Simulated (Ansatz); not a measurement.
## Electronic structure of MgO2 in real space

```yaml
crystal:
  lattice:
    - [4.22799, 0.00000, 0.00000]
    - [0.00000, 4.22799, 0.00000]
    - [0.00000, 0.00000, 5.14132]
  atoms:
    - { symbol: Mg, position: [0.00000, 0.00000, 0.25000] }
    - { symbol: Mg, position: [0.50000, 0.50000, 0.75000] }
    - { symbol: Mg, position: [0.00000, 0.00000, 0.75000] }
    - { symbol: Mg, position: [0.50000, 0.50000, 0.25000] }
    - { symbol: O, position: [0.12068, 0.62068, 0.00000] }
    - { symbol: O, position: [0.62068, 0.12068, 0.50000] }
    - { symbol: O, position: [0.87932, 0.37932, 0.00000] }
    - { symbol: O, position: [0.37932, 0.87932, 0.50000] }
    - { symbol: O, position: [0.37932, 0.12068, 0.00000] }
    - { symbol: O, position: [0.87932, 0.62068, 0.50000] }
    - { symbol: O, position: [0.12068, 0.37932, 0.50000] }
    - { symbol: O, position: [0.62068, 0.87932, 0.00000] }
```

Space group I4/mcm; a generated structure, not necessarily the stable one; computed pressure about 15 GPa in this cell.

Theory: DFT LDA, scalar-relativistic, plane waves, PAW in Ansatz.

The density is the valence pseudo-density of a PAW calculation; it isn't the true density close to the nuclei.

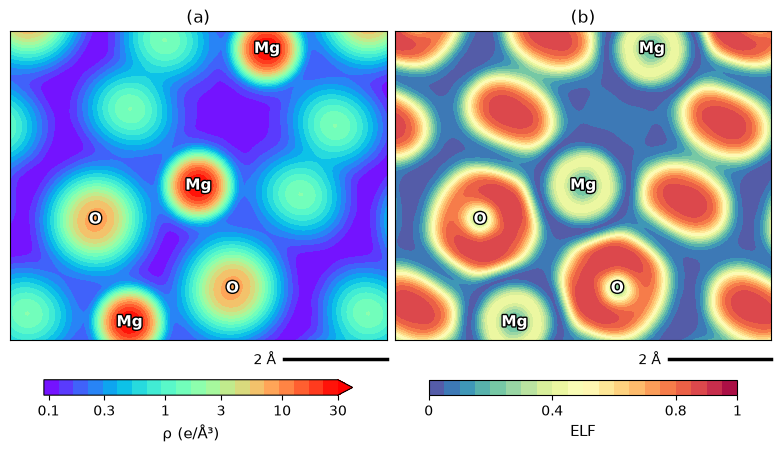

Figure 1. (a) valence pseudo-density; (b) electron localisation function on the (111) plane of the conventional cell.

Q: What do the fields say about this system?

A: The plane passes through Mg and O nuclei.
Atoms just off the plane (O, 0.6 Å away) can leave unmarked features too.
Mg–O (2.12 Å): ρ at the midpoint is about 0.33 e/Å³; the ELF peaks at about 0.90 in the valence shell of O, 0.7 Å from its nucleus, and is about 0.35 at the midpoint: a closed-shell, largely ionic contact.
Between the atoms the lowest density in this plane is 0.09 e/Å³.

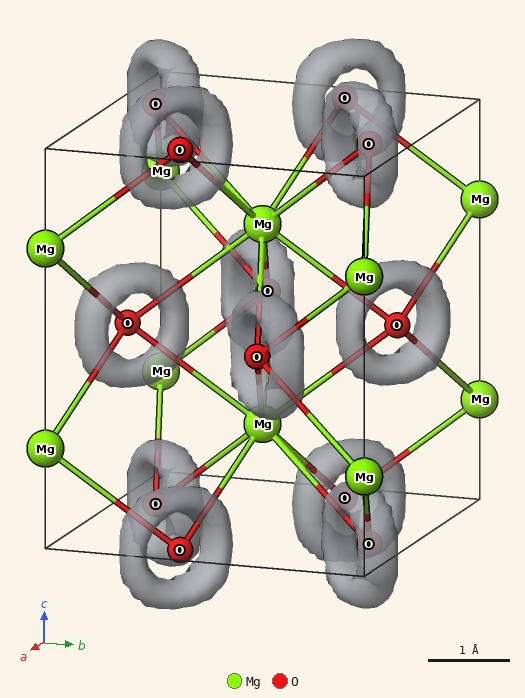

Figure 2. Isosurface of the ELF at 0.85 (grey), seen slightly off an axis. Only the valence region is drawn (cores and ρ < 0.01 e/Å³ removed). Sticks mark near contacts.

Q: Where are the electrons localised?

A: At this value the surface marks out eight regions wrapped around O (the valence shell of each), counted in one cell of 12 atoms. Any copies at cell faces, edges or corners count once. Profiles from the grid: O–O (1.44 Å): the ELF peaks at about 0.75 between the atoms.

Q: Does the calculation make it a metal, or give it a gap?

A: It is gapped, with a Kohn–Sham gap of 3.2 eV on the k-point mesh (the band edges may lie off the mesh, which would make the gap smaller).
